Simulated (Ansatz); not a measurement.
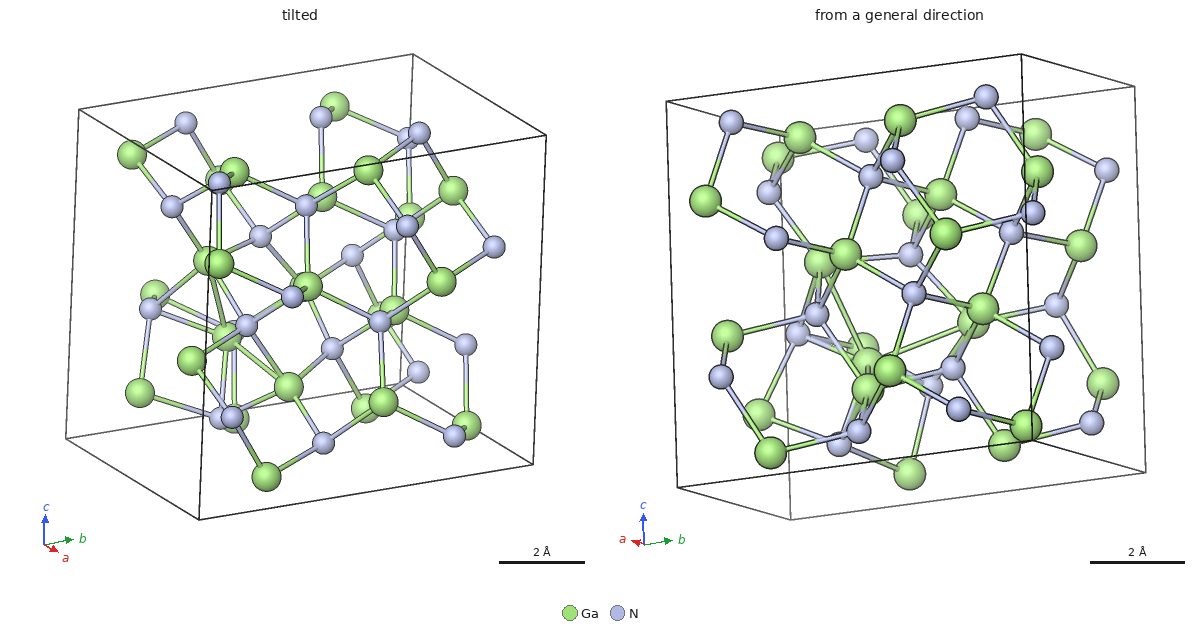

The structure above is drawn in ball-and-stick style and viewed slightly off an axis and from a general direction. Lines trace the edges of the supercell. The host is GaN, in a cell of 48 sites, and the cell carries a charge of +3.

> Identify the point defect.

An interstitial gallium atom. It is bonded to three Ga and three N (about 2.4 Å to Ga, 2.0 Å to N). Not all metal-metal contacts are counted.

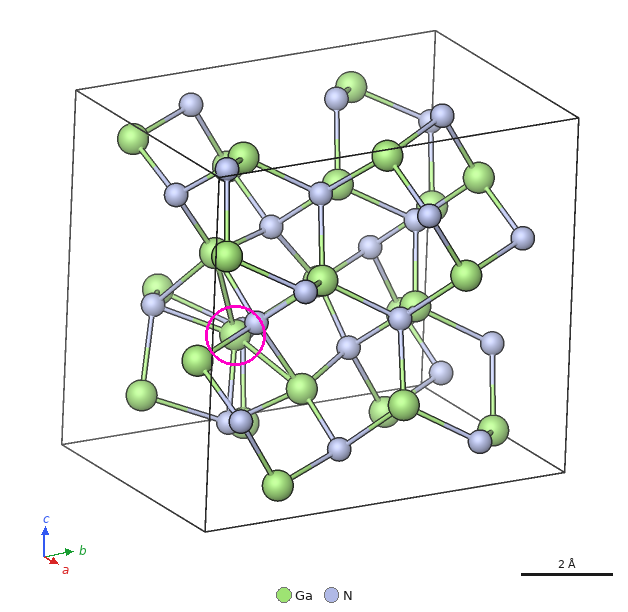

The same cell with a ring at the defect's site.

The atoms were relaxed in the host's cell with DFT PBE, scalar-relativistic, plane waves, PAW in Ansatz 0.2.0.
